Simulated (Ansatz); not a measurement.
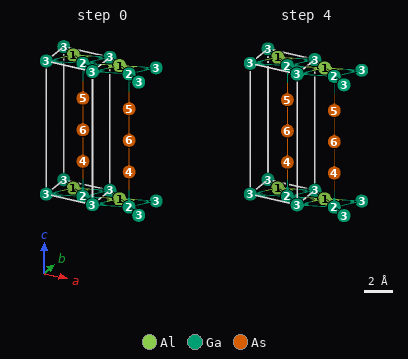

The structure of solid AlGa2As3 (a generated structure, set up in P-6m2) before (left) and after (right) a relaxation, at one scale.

A ball-and-stick model of the cell of the calculation, repeated 2 × 1 × 1 with one cell outlined, seen slightly off an axis.

All numbers below come from DFT PBE, scalar-relativistic, plane waves, PAW in Ansatz. (plane-wave cutoff 420 eV; k-point mesh 12 × 12 × 4; occupations gaussian; smearing width 0.1 eV; no spin polarisation; cell and atoms relaxed; force threshold 0.01 eV/Å; at most 80 steps)

### Describe what moved and what it gained.

The largest moves relative to the cell, 0.020 Å, are those of As4 and As5. As5 goes along +c. Ga and Al stay in place. The drawn cell changes as follows: a = b 4.718 → 4.786 Å (+1.4 %), c 9.803 → 9.631 Å (−1.8 %); the volume changes by +1.1 %. Near-neighbour distances that change, for instance: Ga2–As4 2.579 → 2.514 Å, Ga2–Ga3 2.724 → 2.763 Å, Al1–Ga2 2.724 → 2.763 Å, As4–As6 2.323 → 2.302 Å. The space group stays P-6m2 (No. 187). After 3 accepted moves (4 points after the start) the energy has fallen by 38.1 meV per cell of the calculation. The largest force component goes from 0.035 to under 0.0001 eV/Å. The pressure goes from −0.31 to 0.00 GPa. At 1 point the geometry stayed and the basis and grid were re-selected for the new cell (energy shift of 0.4 meV per cell of the calculation at most each time). Cost: 5.8 min on 1 thread of AMD EPYC (Zen 3), with other jobs on the host, peak memory 0.68 GiB.
